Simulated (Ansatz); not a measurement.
# Two runs on Al

System: Al (2 atoms in the cell).
Method of run A: DFT PBE, scalar-relativistic, plane waves, PAW, no spin polarisation (Ansatz 0.2.0).

The structure derives from a Materials Project entry. Text and figures count atoms from 1; the logs count them from 0 in places.

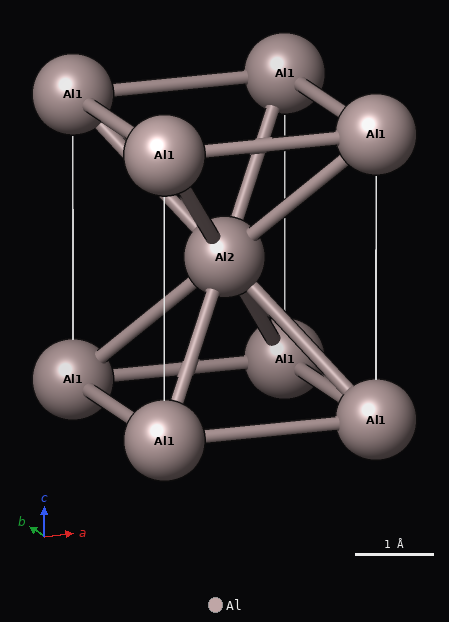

Figure 1. The input geometry (ball-and-stick view of the reduced cell, seen slightly off an axis; atoms are numbered from 1 in the order of the input). Near neighbours in the crystal (not all of them lie inside the picture): Al has 12 Al at 2.72 to 2.88 Å.

## Input, run A
```yaml
crystal:
  lattice:
    - [3.8482904239, 0.0, 0.004719914]
    - [0.0, 3.8482933184, 0.0]
    - [-1.92151654, 0.0, 2.1308580725]
  atoms:
    - { symbol: Al, position: [0.0, 0.0, 0.0] }
    - { symbol: Al, position: [0.5, 0.5, 0.0] }
basis:
  ecutwfc: 420
kpoints:
  mp_grid: { grid: [9, 9, 16] }
hamiltonian:
  xc: pbe
scf:
  occupations: { method: gaussian, width: 0.1 }
output:
  forces: true
  stress: true
  eigenvalues: true
```

Command:
```bash
ansatz run input.yaml --threads 4 --pin off --max-ram 8192MiB --backend cpu --events-out ev --progress --plain --runs-dir out
```

Hardware: 4 threads of Arm Neoverse V2, 128 GiB of memory available, shared host.

## Output, shortened to warnings, some set-up lines, iterations and results (run A)
```
Basis set: ecut = 420 eV, 609 PW (Γ), exchange–correlation on 54×54×40 points (8 copies of the dense FFT grid, shifted against one another)
Symmetry: 8 space group operations
k-points: 365 of 1296
Initial density: superposition of atomic densities (neutral atoms: chi_scale 0, normalization atom), corrected by the library's trained network
[...]
SCF iter   1: F=—  HF=-1074.957122 eV  |F-HF|=—  |Δ(HF+E_count)|=         —  Δρ=5.34e-4  dr2=3.50e-5  ethr=1.77e-3  ⟨swp⟩=5.0  Hψ=20082  notcnv=0
SCF iter   2: F=—  HF=-1074.957210 eV  |F-HF|=—  |Δ(HF+E_count)|=   8.81e-5  Δρ=3.03e-4  dr2=1.20e-5  ethr=5.83e-7  ⟨swp⟩=1.9  Hψ=5971  notcnv=0
SCF iter   3: F=—  HF=-1074.957228 eV  |F-HF|=—  |Δ(HF+E_count)|=   1.86e-5  Δρ=1.95e-5  dr2=1.02e-7  ethr=2.01e-7  ⟨swp⟩=2.0  Hψ=3560  notcnv=0
SCF iter   4: F=-1074.957228 eV  HF=-1074.957228 eV  |F-HF|=5.28e-9  |Δ(HF+E_count)|=   7.72e-9  Δρ=4.25e-6  dr2=3.03e-9  ethr=1.69e-9  ⟨swp⟩=1.2  Hψ=2632  notcnv=0
SCF iter   5: F=-1074.957228 eV  HF=-1074.957228 eV  |F-HF|=9.09e-13  |Δ(HF+E_count)|=   5.49e-9  Δρ=1.83e-7  dr2=8.14e-12  ethr=5.05e-11  ⟨swp⟩=2.0  Hψ=3527  notcnv=0
SCF iter   6: F=-1074.957228 eV  HF=-1074.957228 eV  |F-HF|=6.82e-13  |Δ(HF+E_count)|=    0.00e0  Δρ=2.80e-8  dr2=2.44e-13  ethr=1.00e-12  ⟨swp⟩=1.5  Hψ=7206  notcnv=0
SCF 1 converged in 6 iterations: F = -1074.957228 eV  dr2 = 2.44e-13
SCF converged after 6 iterations
Free energy (F): -1074.957228 eV
Harris-Foulkes:  -1074.957228 eV  (|F-HF|=6.82e-13)
Internal energy: -1074.954724 eV  (E = F + TS)
E sigma→0 (E₀):  -1074.955976 eV
Entropy (-TS):   -0.002504 eV (-1.252 meV/atom)
Fermi energy:    8.404380 eV
--- Per-component energies (eV) ---
  E_band       = 23.161907
  E_kinetic    = 46.878367
  E_local      = 21.046033  (includes V_loc(G=0)·N_el)
  E_nonlocal   = 20.962601
  E_hartree    = 0.218281
  E_xc         = -80.054599
  E_vxc        = -58.676340  (∫ρ·V_xc dr)
  E_paw        = -934.863880  (= ΣΔE_a)
  E_vpaw       = -7.485312  (= ΣTr[D̂ρ^β])
  E_aug_tail   = -0.000004  (compensation charges beyond the density's cutoff)
  E_ewald      = -149.141523
  E_smearing   = -0.002504  (= −TS)
  E_closure    = 0.000000  (closes the sum)
  Σ components = -1074.957228   (vs F -1074.957228, Δ=0.00e0)
--- Forces (eV/Å), atoms counted from 1 ---
  atom   1  Al    -0.00000000     0.00000000     0.00000000
  atom   2  Al    -0.00000000     0.00000000     0.00000000
  max |Σ_I F_I| component: 2.96e-31 eV/Å
--- Stress (GPa, compression-positive) ---
        6.864966       0.000000       0.031358
        0.000000       6.954092      -0.000000
        0.031358      -0.000000      -0.002235
  P = ⅓ Tr σ = 4.6056 GPa (46.056 kbar)
```

For run B the input was changed thus:
```diff
-  ecutwfc: 420
+  ecutwfc: "18.4 Ry"
+  eigensolver: { kind: davidson }
```

Predict how the results change.

The free energy of run B is 114.0 meV per atom higher, which measures how much it depends on this numerical setting. The pressure goes from 4.61 to 6.62 GPa. More plane waves can only lower the energy of a fixed Hamiltonian, so the higher cutoff gives the lower value. The number of SCF iterations is the same. The plane waves at Γ go from 609 to 277.

## Output, shortened to warnings, some set-up lines, iterations and results (run B)
```
Warning: basis.ecutwfc = 250.34475346308957 eV is below the records' recommended 420 eV, and the density's cutoff is lower with it unless basis.ecutrho_ratio is high enough to keep the records' density cutoff: compare with a run at a higher cutoff
Basis set: ecut = 250.34475346308957 eV, 277 PW (Γ), exchange–correlation on 40×40×30 points (8 copies of the dense FFT grid, shifted against one another)
Symmetry: 8 space group operations
k-points: 365 of 1296
Initial density: superposition of atomic densities (neutral atoms: chi_scale 0, normalization atom), corrected by the library's trained network
[...]
SCF iter   1: F=—  HF=-1074.727819 eV  |F-HF|=—  |Δ(HF+E_count)|=         —  Δρ=2.07e-3  dr2=2.27e-4  ethr=1.77e-3  ⟨swp⟩=8.9  Hψ=15496  notcnv=1
SCF iter   2: F=—  HF=-1074.728910 eV  |F-HF|=—  |Δ(HF+E_count)|=   1.09e-3  Δρ=1.12e-3  dr2=8.20e-5  ethr=3.79e-6  ⟨swp⟩=3.6  Hψ=5623  notcnv=0  defer=18
SCF iter   3: F=—  HF=-1074.729200 eV  |F-HF|=—  |Δ(HF+E_count)|=   2.90e-4  Δρ=3.37e-5  dr2=2.91e-7  ethr=5.46e-9  ⟨swp⟩=4.4  Hψ=9670  notcnv=1  defer=7
SCF iter   4: F=-1074.729200 eV  HF=-1074.729200 eV  |F-HF|=1.18e-8  |Δ(HF+E_count)|=   5.17e-8  Δρ=7.59e-6  dr2=5.35e-9  ethr=4.85e-9  ⟨swp⟩=2.0  Hψ=3695  notcnv=0  defer=5
SCF iter   5: F=-1074.729200 eV  HF=-1074.729200 eV  |F-HF|=1.22e-10  |Δ(HF+E_count)|=   1.57e-8  Δρ=1.12e-6  dr2=2.30e-10  ethr=8.92e-11  ⟨swp⟩=4.0  Hψ=5780  notcnv=0  …
SCF iter   6: F=-1074.729200 eV  HF=-1074.729200 eV  |F-HF|=4.55e-13  |Δ(HF+E_count)|=  1.30e-10  Δρ=1.23e-7  dr2=4.62e-12  ethr=3.83e-12  ⟨swp⟩=2.1  Hψ=3709  notcnv=0  …
SCF 1 converged in 6 iterations: F = -1074.729200 eV  dr2 = 4.62e-12
  Residual-converged pass: ⟨swp⟩=2.0  Hψ=3562  notcnv=0  max |occ|·‖R‖ = 6.5e-6 eV (tolerance 6.7e-6 eV)  dr2=4.98e-12  dr2_onsite=1.15e-12  max |Δocc| = 3.8e-10
SCF converged after 6 iterations
Free energy (F): -1074.729200 eV
Harris-Foulkes:  -1074.729200 eV  (|F-HF|=4.55e-13)
Internal energy: -1074.726659 eV  (E = F + TS)
E sigma→0 (E₀):  -1074.727930 eV
Entropy (-TS):   -0.002541 eV (-1.270 meV/atom)
Fermi energy:    8.452972 eV
--- Per-component energies (eV) ---
  E_band       = 23.398556
  E_kinetic    = 46.670138
  E_local      = 21.193509  (includes V_loc(G=0)·N_el)
  E_nonlocal   = 21.317185
  E_hartree    = 0.223279
  E_xc         = -80.037219
  E_vxc        = -58.667843  (∫ρ·V_xc dr)
  E_paw        = -934.951998  (= ΣΔE_a)
  E_vpaw       = -7.560961  (= ΣTr[D̂ρ^β])
  E_aug_tail   = -0.000031  (compensation charges beyond the density's cutoff)
  E_ewald      = -149.141523
  E_smearing   = -0.002541  (= −TS)
  E_closure    = -0.000000  (closes the sum)
  Σ components = -1074.729200   (vs F -1074.729200, Δ=0.00e0)
--- Forces (eV/Å), atoms counted from 1 ---
  atom   1  Al    -0.00000000     0.00000000     0.00000000
  atom   2  Al    -0.00000000     0.00000000     0.00000000
  max |Σ_I F_I| component: 5.92e-31 eV/Å
--- Stress (GPa, compression-positive) ---
        8.764703       0.000000       0.036463
        0.000000       8.767632      -0.000000
        0.036463      -0.000000       2.341438
  P = ⅓ Tr σ = 6.6246 GPa (66.246 kbar)
```

## The two runs side by side

```csv
quantity,run A,run B
outcome,converged,converged
free energy per atom (eV),−537.4786,−537.3646
"energy per atom, smearing taken to zero (eV)",−537.4780,−537.3640
gap on the mesh (eV),0.00,0.00
pressure (GPa),4.61,6.62
largest force (eV/Å),0.000,0.000
SCF iterations,6,6
irreducible k-points,365,365
plane waves at Γ,609,277
wall time (shared host),3.1 s,1.2 s
```

For run B: These settings are looser than, or depart from, a standard set-up, so the numbers are not reference values for this system. Warnings: the cutoff is below the recommended one.
